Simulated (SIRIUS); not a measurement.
**Mg: 7 runs along one coordinate**

System: Mg (2 atoms in the cell).
Method: Kohn-Sham DFT of a periodic cell, PBE, dojo-sr-pbe-0.4.1-standard, no spin polarisation (SIRIUS 7.10.0).

The 7 runs differ only in the geometry, by an even scaling of the cell at fixed fractional positions. The structure derives from an entry of the Crystallography Open Database.

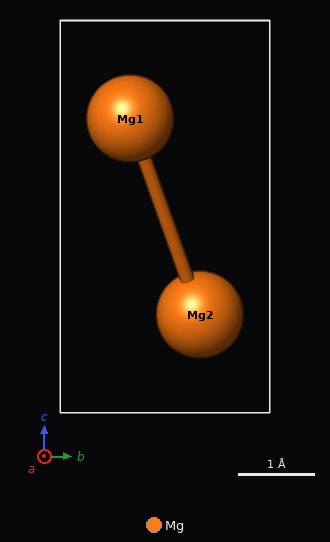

Figure 1. The structure of run 4 (ball-and-stick view of the cell of the calculation, along the a axis; atoms are numbered from 1 in the order of the input).

### Input of run 4
```
{
  "control": {
    "processing_unit": "cpu",
    "verbosity": 2,
    "num_bands_to_print": 17,
    "print_forces": true,
    "print_stress": true
  },
  "parameters": {
    "electronic_structure_method": "pseudopotential",
    "xc_functionals": ["XC_GGA_X_PBE", "XC_GGA_C_PBE"],
    "gk_cutoff": 9.2,
    "pw_cutoff": 18.4,
    "ngridk": [10, 10, 5],
    "shiftk": [0, 0, 0],
    "smearing": "fermi_dirac",
    "smearing_width": 0.0018374661,
    "num_bands": 17,
    "num_mag_dims": 0,
    "num_dft_iter": 100,
    "energy_tol": 1e-08,
    "density_tol": 1e-06
  },
  "iterative_solver": {
    "type": "davidson",
    "min_tolerance": 1e-10
  },
  "mixer": {
    "type": "anderson",
    "beta": 0.7,
    "max_history": 8
  },
  "settings": {
    "tol_ne": 1e-10
  },
  "unit_cell": {
    "lattice_vectors": [
      [6.064698051761, 0.0, 0.0],
      [-3.032349025881, 5.252182579173, 0.0],
      [0.0, 0.0, 9.846040027138]
    ],
    "atom_coordinate_units": "lattice",
    "atom_types": ["Mg"],
    "atom_files": {
      "Mg": "Mg.json"
    },
    "atoms": {
      "Mg": [
        [0.6666666667, 0.3333333333, 0.75],
        [0.3333333333, 0.6666666667, 0.25]
      ]
    }
  }
}
```

Command:
```bash
upf_to_json Mg.upf
OMP_NUM_THREADS=1 sirius.scf --input=sirius.json --output=out.json --task=0
```

Run 3 has the same physical settings and fractional positions; its lattice vectors (Å) are:
```
   3.187760    0.000000    0.000000
  -1.593880    2.760682    0.000000
   0.000000    0.000000    5.175330
```

### Results, with one run withheld

```csv
run,volume per atom (Å³),"free energy per atom, from the lowest run given (meV)",pressure (GPa)
1,21.843,7.18,2.06
2,22.308,2.43,1.18
3,22.772,?,?
4,23.237,0.00,−0.34
5,23.702,1.89,−0.99
6,24.167,5.55,−1.57
7,24.631,10.83,−2.10
```

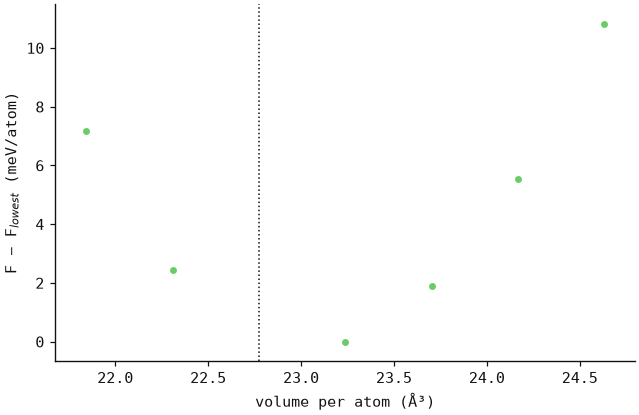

Figure 2. Free energy per atom of the runs given; the dotted line marks run 3.

Estimate the energy of run 3 from the others.

A cubic polynomial in V^(−2/3) (the Birch–Murnaghan form), fitted to the 6 runs given, misses them by at most 0.01 meV per atom. With x = V^(−2/3) − 0.12265 Å⁻², it reads F = 0.10184 − 674.9 x + 3.7563e+05 x² + 1.4443e+05 x³ (meV per atom). At run 3 it gives 0.12 meV per atom, and the run itself gives 0.11. The slope of the fit gives a pressure −dF/dV of 0.41 GPa there, and the run prints 0.38 GPa. The fit has its minimum at 23.028 Å³ per atom, where V d²F/dV² gives 35.5 GPa. Cell shape and fractional positions are held, so this is the stiffness under even scaling; the relaxed bulk modulus wasn't computed.

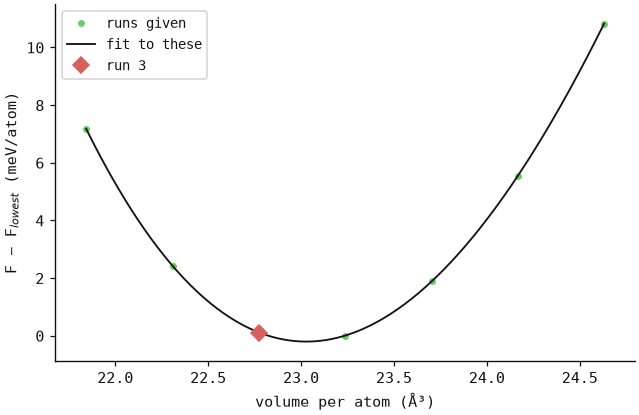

Figure 3. The fit and the withheld run.

### Some lines of the output (run 3)
```
[...]
[find] Free energy (E-TS)             :    -118.79217613 (Ha),    -237.58435226 (Ry)
[find] Efermi                         :       0.20936665
[find] Total energy                   :    -118.79174772 (Ha),    -237.58349544 (Ry)
[find] Free energy (E-TS)             :    -118.79217627 (Ha),    -237.58435254 (Ry)
[find] Efermi                         :       0.20937555
[find] Total energy                   :    -118.79174773 (Ha),    -237.58349546 (Ry)
[find] Free energy (E-TS)             :    -118.79217629 (Ha),    -237.58435257 (Ry)
[find] Efermi                         :       0.20937404
[find] Total energy                   :    -118.79174773 (Ha),    -237.58349547 (Ry)
[find] Free energy (E-TS)             :    -118.79217629 (Ha),    -237.58435258 (Ry)
[find] Efermi                         :       0.20937410
[find] Efermi                         :       0.20937407
[find] Efermi                         :       0.20937408
[find] Efermi                         :       0.20937409
```
